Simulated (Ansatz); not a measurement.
**W₃Si: geometry relaxation (part 2 of 2)**

The same run, continued: W₃Si (Im-3m, 4 atoms in the cell); DFT PBE, scalar-relativistic, plane waves, PAW, no spin polarisation (Ansatz 0.2.0); cutoff 420 eV, 12×12×12 k-mesh, Gaussian smearing of 0.1 eV. The structure derives from a Materials Project entry.

Geometry of the input (Å; fractional positions):
```
-2.6062  2.6062  2.6062
2.6062  -2.6062  2.6062
2.6062  2.6062  -2.6062
Si 0.0000  0.0000  0.0000
W  0.5000  0.5000  0.0000
W  0.5000  0.0000  0.5000
W  -0.0000  0.5000  0.5000
```

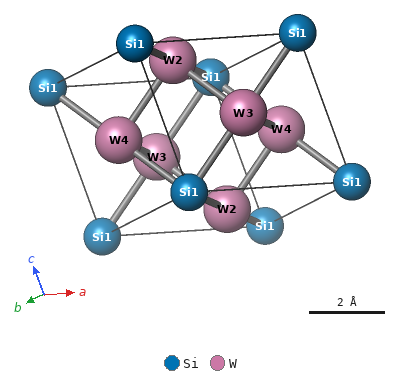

Fig. 1: The geometry at step 3 of the log (ball-and-stick view of the cell of the calculation, seen at an oblique angle; atoms are numbered from 1 in the order of the input).

```
basis re-selected at this cell: Δ(F+E_penalty+E_count) = +5.572e-5 eV, ΔP = -0.000 GPa vs the last step (what re-selecting the basis moved, of the pressure what is left beyond the Pulay correction that the steps carried, after the strain that the cell walked since its last selection, with what the two solves' SCF thresholds leave and, on support functions, any second-order correction that the steps lacked; it is no measure of the basis error at this ecutwfc). This SCF's stress stands 2.95e-3 GPa from its target on what of the cell is left free (relax.cell.stress_tol is 5.00e-2 GPa) and its largest allowed force component is 7.60e-29 eV/Å (relax.f_tol is 5.00e-3 eV/Å): within both
SCF converged after 7 iterations
Free energy (F): -31784.892510 eV
Harris-Foulkes:  -31784.892510 eV  (|F-HF|=1.46e-11)
Internal energy: -31784.865008 eV  (E = F + TS)
E sigma→0 (E₀):  -31784.878759 eV
Entropy (-TS):   -0.027502 eV (-6.875 meV/atom)
Fermi energy:    16.747136 eV
--- Per-component energies (eV) ---
  E_band       = -430.411635
  E_kinetic    = 1386.421418
  E_local      = -2675.558993  (includes V_loc(G=0)·N_el)
  E_nonlocal   = 34.766408
  E_hartree    = 980.185097
  E_xc         = -851.965742
  E_vxc        = -758.012736  (∫ρ·V_xc dr)
  E_paw        = -26201.391372  (= ΣΔE_a)
  E_vpaw       = -378.397746  (= ΣTr[D̂ρ^β])
  E_aug_tail   = -0.000179  (compensation charges beyond the density's cutoff)
  E_ewald      = -4457.321644
  E_smearing   = -0.027502  (= −TS)
  E_closure    = 0.000000  (closes the sum)
  Σ components = -31784.892510   (vs F -31784.892510, Δ=0.00e0)
--- Forces (eV/Å), atoms counted from 1 ---
  atom   1  Si    -0.00000000    -0.00000000     0.00000000
  atom   2  W      0.00000000    -0.00000000    -0.00000000
  atom   3  W      0.00000000    -0.00000000     0.00000000
  atom   4  W      0.00000000    -0.00000000     0.00000000
  max |Σ_I F_I| component: 2.68e-28 eV/Å
--- Stress (GPa, compression-positive) ---
       -0.002951       0.000000      -0.000000
        0.000000      -0.002951      -0.000000
        0.000000      -0.000000      -0.002951
  P = ⅓ Tr σ = -0.0030 GPa (-0.030 kbar)
--- Band table (eV; the first three rows and the last of 72) ---
  k-point 0: bands = ["-57.1722", "-57.0069", "-57.0069", "-21.9842", "-21.9842", "-21.9842", "-21.4363", "-21.4363", "-21.4363", "-20.6298", "-20.6298", "-20.6298", "6.3883", "12.1012", "12.1012", "12.1012", "12.1886", "12.9562", "12.9562", "16.4235", "16.4235", "16.4235", "17.1807", "17.1807", "18.6853", "18.6853", "18.6853", "20.5052"]
  k-point 1: bands = ["-57.1696", "-57.0094", "-57.0070", "-21.9846", "-21.9637", "-21.9625", "-21.4384", "-21.4358", "-21.4349", "-20.6553", "-20.6539", "-20.6304", "6.4785", "12.1118", "12.1127", "12.1819", "12.2468", "12.9927", "13.0464", "15.6918", "16.0911", "16.4174", "17.5092", "17.9153", "18.5511", "18.6983", "18.7440", "20.2129"]
  k-point 2: bands = ["-57.1623", "-57.0167", "-57.0072", "-21.9856", "-21.9032", "-21.8987", "-21.4441", "-21.4347", "-21.4312", "-20.7293", "-20.7241", "-20.6318", "6.7416", "12.0063", "12.1441", "12.4219", "12.4973", "13.1190", "13.3038", "14.8212", "15.6616", "16.4106", "17.9438", "18.1066", "18.1264", "18.8868", "19.4321", "19.4958"]
  k-point 71: bands = ["-57.1155", "-57.1155", "-56.9548", "-22.0237", "-22.0237", "-22.0237", "-21.3992", "-21.3992", "-21.3992", "-20.6353", "-20.6353", "-20.6353", "7.8993", "12.1037", "12.1037", "13.3974", "13.7365", "13.7365", "13.7365", "14.0175", "14.0175", "14.0175", "16.7669", "16.7669", "17.8878", "17.8878", "17.8878", "20.3030"]
--- Relaxed structure (3 steps of the walk, 2 accepted, 1 SCFs on fresh bases) ---
  F+E_penalty+E_count = -31784.89251008 eV   max|allowed force component| = 7.596e-29 eV/Å   (the final SCF, on the basis selected at the relaxed cell)
  cell:  # Å, volume = 70.6100 Å³
    - [-2.60376619081528, 2.60376619081528, 2.60376619081528]
    - [2.60376619081528, -2.60376619081528, 2.60376619081528]
    - [2.60376619081528, 2.60376619081528, -2.60376619081528]
  atoms:
    - { symbol: Si, position: [-8.401311694370203e-48, -1.190185823369112e-46, -1.4982339188293529e-46] }
    - { symbol: W, position: [0.49999999999999994, 0.49999999999999994, 2.232741460427333e-35] }
    - { symbol: W, position: [0.49999999999999994, -1.5532114507321994e-35, 0.49999999999999994] }
    - { symbol: W, position: [-3.203498617128031e-35, 0.49999999999999994, 0.49999999999999994] }
```

Trajectory as extended XYZ (Å, eV, eV/Å), 4 frames, from step=1 to step=4
```
4
Lattice="-2.6062 2.6062 2.6062 2.6062 -2.6062 2.6062 2.6062 2.6062 -2.6062" Properties=species:S:1:pos:R:3:forces:R:3 step=1 energy=-31784.89218 pressure_GPa=-0.53
Si    0.0000    0.0000    0.0000    0.0000   0.0000   0.0000
W     0.0000    0.0000    2.6062    0.0000   0.0000   0.0000
W     0.0000    2.6062    0.0000    0.0000   0.0000   0.0000
W     2.6062    0.0000    0.0000    0.0000   0.0000   0.0000
4
Lattice="-2.6008 2.6008 2.6008 2.6008 -2.6008 2.6008 2.6008 2.6008 -2.6008" Properties=species:S:1:pos:R:3:forces:R:3 step=2 energy=-31784.89216 pressure_GPa=0.65 accepted=F
Si    0.0000    0.0000    0.0000    0.0000   0.0000   0.0000
W     0.0000    0.0000    2.6008    0.0000   0.0000   0.0000
W     0.0000    2.6008    0.0000    0.0000   0.0000   0.0000
W     2.6008    0.0000    0.0000    0.0000   0.0000   0.0000
4
Lattice="-2.6038 2.6038 2.6038 2.6038 -2.6038 2.6038 2.6038 2.6038 -2.6038" Properties=species:S:1:pos:R:3:forces:R:3 step=3 energy=-31784.89257 pressure_GPa=-0.00
Si    0.0000    0.0000    0.0000    0.0000   0.0000   0.0000
W     0.0000    0.0000    2.6038    0.0000   0.0000   0.0000
W     0.0000    2.6038    0.0000    0.0000   0.0000   0.0000
W     2.6038    0.0000    0.0000    0.0000   0.0000   0.0000
4
Lattice="-2.6038 2.6038 2.6038 2.6038 -2.6038 2.6038 2.6038 2.6038 -2.6038" Properties=species:S:1:pos:R:3:forces:R:3 step=4 energy=-31784.89251 pressure_GPa=-0.00
Si    0.0000    0.0000    0.0000    0.0000   0.0000   0.0000
W     0.0000    0.0000    2.6038    0.0000   0.0000   0.0000
W     0.0000    2.6038    0.0000    0.0000   0.0000   0.0000
W     2.6038    0.0000    0.0000    0.0000   0.0000   0.0000
```

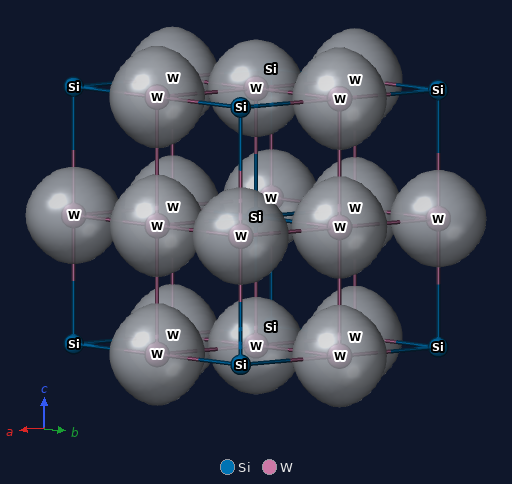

Fig. 2: Isosurface of the valence charge density (pseudo) at 0.8 e/Å³ (grey), seen at an oblique angle. Sticks mark near contacts. The outline is the cell set on symmetry axes. At this value the density breaks into separate islands; it holds about 60 % of the electrons treated as valence (semicore included). It is pinched off along the Si–W (2.60 Å) and W–W (2.60 Å) contacts. On the grid the lowest density along these lines, outside the cores, is 0.4 e/Å³ (Si–W, 2.60 Å) and 0.55 e/Å³ (W–W, 2.60 Å). Core electrons are frozen (PAW), so the fields are smoothed inside the atomic spheres.

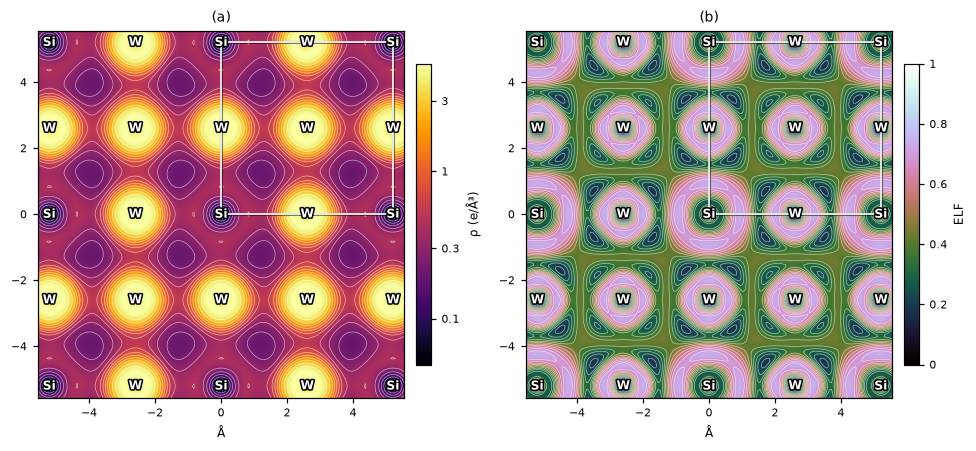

Fig. 3: (a) valence charge density (pseudo); (b) electron localisation function on the (001) plane of the conventional cell. Atoms in the plane: Si and W. Si–W (2.60 Å): the density is about 0.41 e/Å³ at the midpoint; the ELF is about 0.45 at the midpoint. W–W (2.60 Å): ρ at the midpoint is about 0.55 e/Å³; the ELF is about 0.40 at the midpoint (no shared electron pair). Away from the nuclei the density in this plane falls to 0.19 e/Å³ at its lowest. The strong features right at W lie inside the PAW spheres (semicore, d or f shells) and say nothing about bonding.

Key numbers

```json
{"quantity": "outcome", "value": "converged"}
{"quantity": "space group (tolerance 0.01 Å)", "value": "Im-3m (229)"}
{"quantity": "electrons treated", "value": "46"}
{"quantity": "free energy", "value": "−31784.8925 eV"}
{"quantity": "Fermi energy", "value": "16.747 eV"}
{"quantity": "gap on the k-point mesh", "value": "none (metallic)"}
{"quantity": "pressure", "value": "0.00 GPa"}
{"quantity": "final volume", "value": "70.61 Å³"}
{"quantity": "largest force (length of the vector) at the end", "value": "under 0.001 eV/Å"}
{"quantity": "final cell", "value": "a = 4.510 Å, b = 4.510 Å, c = 4.510 Å, α = 109.47°, β = 109.47°, γ = 109.47°"}
{"quantity": "hardware", "value": "2 threads of Arm Neoverse V2, 24 GiB of memory available, shared host"}
{"quantity": "wall time", "value": "14 s (CPU time 27 s)"}
{"quantity": "peak memory", "value": "0.42 GiB"}
```

Notes

Spin–orbit coupling is left out, which matters for W.
